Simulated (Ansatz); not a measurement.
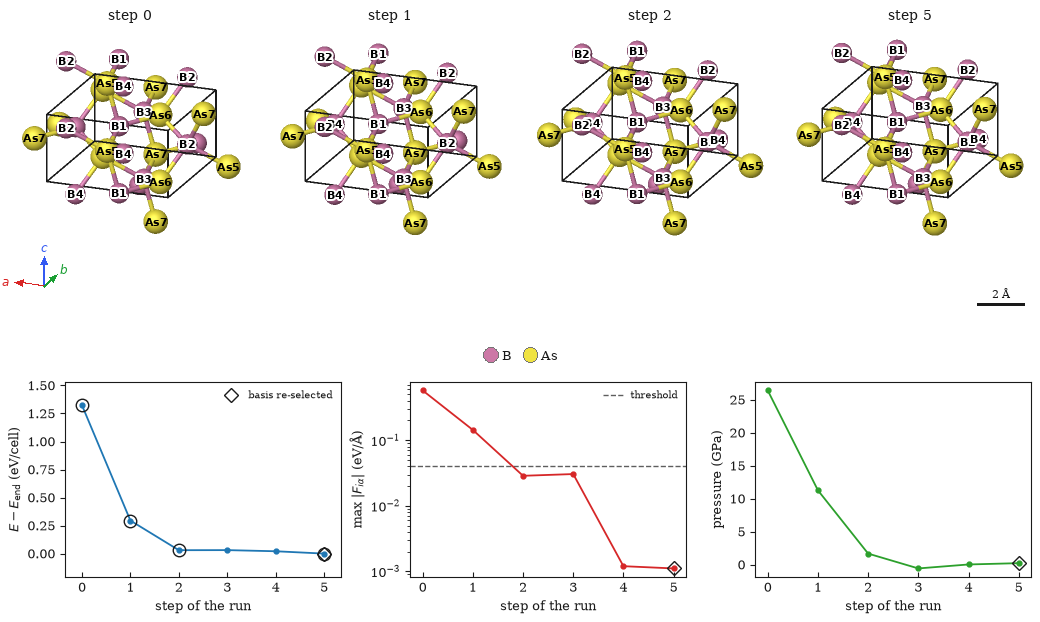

Frames of a relaxation of solid BAs (a generated structure, set up in P4_12_12) (coarse preliminary run), marked on the history of the run. The picture is a ball-and-stick view of the cell of the calculation, seen from a free direction.

Level of theory: Ansatz 0.2.0, DFT PBE, scalar-relativistic, plane waves, PAW. Set-up: plane-wave cutoff 420 eV; k-point mesh 4 × 4 × 6; occupations gaussian; smearing width 0.1 eV; no spin polarisation; cell and atoms relaxed; force threshold 0.04 eV/Å; at most 70 steps.

### Describe the path.

The energy falls by 1.323 eV per cell of the calculation in 4 accepted moves (5 points after the start). Largest force component: 0.57 eV/Å at the start, 0.0011 eV/Å at the end. Pressure: 26.41 GPa at the start and 0.22 GPa at the end. At 1 point the geometry stayed and the basis and grid were re-selected for the new cell (energy shift of 20.9 meV per cell of the calculation at most each time). The largest moves relative to the cell, 0.038 Å, are those of As atoms. By element the largest moves are As 0.038 Å, B 0.018 Å. Cell: a = b 5.605 → 5.822 Å (+3.9 %), c 3.060 → 3.291 Å (+7.6 %). Volume +16.1 %. Some distances before and after: As–B 2.046 → 2.173 Å, As–B 1.995 → 2.081 Å. Bond angles that change, for instance: B–As–B 100.2° → 104.6°, As–B–As 100.2° → 104.6°, As–B–As 97.7° → 95.6°. The space group stays P4_12_12 (No. 92). The run took 2.6 min on 1 thread of Intel(R) Xeon(R) Processor @ 2.50GHz (Skylake/Cascade Lake), on a shared host, peak memory 0.41 GiB. From step 0 to 1: As atoms move most (0.03 Å), volume +7.4 %, energy −1.028 eV per cell of the calculation. From step 1 to 2: volume +6.8 %, energy −0.264 eV per cell of the calculation. From step 2 to 5: volume +1.2 %, energy −30.4 meV per cell of the calculation.
